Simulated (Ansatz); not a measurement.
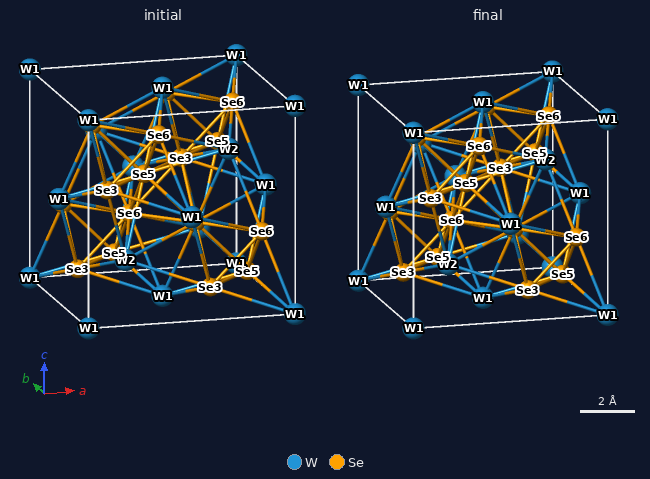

The structure of a crystal of WSe2 (built on the cubic Laves (C15)_227 type) (coarse preliminary run) before (left) and after (right) a relaxation, at one scale.

Style: ball-and-stick. Shown: the conventional cell (4 times the calculation's cell), slightly off an axis. Lengths and directions refer to the drawn axes.

Case: cubic Laves (C15) type (Fd-3m, No. 227).

Method: DFT PBE, scalar-relativistic, plane waves, PAW in Ansatz 0.2.0.

Input
```yaml
crystal:
  lattice:
    - [0.0, 4.0394969017, 4.0394969017]
    - [4.0394969017, 0.0, 4.0394969017]
    - [4.0394969017, 4.0394969017, 0.0]
  atoms:
    - { symbol: W, position: [0.0, 0.0, 0.0] }
    - { symbol: W, position: [0.25, 0.25, 0.25] }
    - { symbol: Se, position: [0.625, 0.625, 0.625] }
    - { symbol: Se, position: [0.125, 0.625, 0.625] }
    - { symbol: Se, position: [0.625, 0.625, 0.125] }
    - { symbol: Se, position: [0.625, 0.125, 0.625] }
basis:
  ecutwfc: 420
kpoints:
  mp_grid: { grid: [4, 4, 4] }
hamiltonian:
  xc: pbe
scf:
  occupations: { method: gaussian, width: 0.1 }
  lower_state_search: "off"
output:
  forces: true
  stress: true
  eigenvalues: true
relax:
  adjacent_minimum: "off"
  f_tol: 0.04
  max_steps: 70
  cell: { stress_tol: 0.4 }
```

Run as
```bash
ansatz run input.yaml --threads 1 --pin off --max-ram 2560MiB --backend cpu --events-out ev --progress --plain --runs-dir out
```

> What changed between the two?

After 3 accepted moves (4 points after the start) the energy has fallen by 178 meV per atom. All forces vanish by symmetry, so only the cell relaxes. Pressure: −12.83 GPa at the start and −0.02 GPa at the end. The SCF was repeated once at an unchanged geometry on a basis and grid sized afresh for the cell, which shifted the energy by 0.5 meV per atom at most. The atoms keep their places relative to the cell (all moves are under 0.005 Å). Cell: a = b = c 8.079 → 7.594 Å (−6.0 %). Volume −16.9 %. Near-neighbour distances that change, for instance: W1–Se3 3.349 → 3.148 Å, Se3–Se4 2.856 → 2.685 Å. The space group stays Fd-3m (No. 227). Cost: 22 s on 1 thread of Intel(R) Xeon(R) Platinum 8488C (Sapphire Rapids) (shared host), peak memory 0.46 GiB.
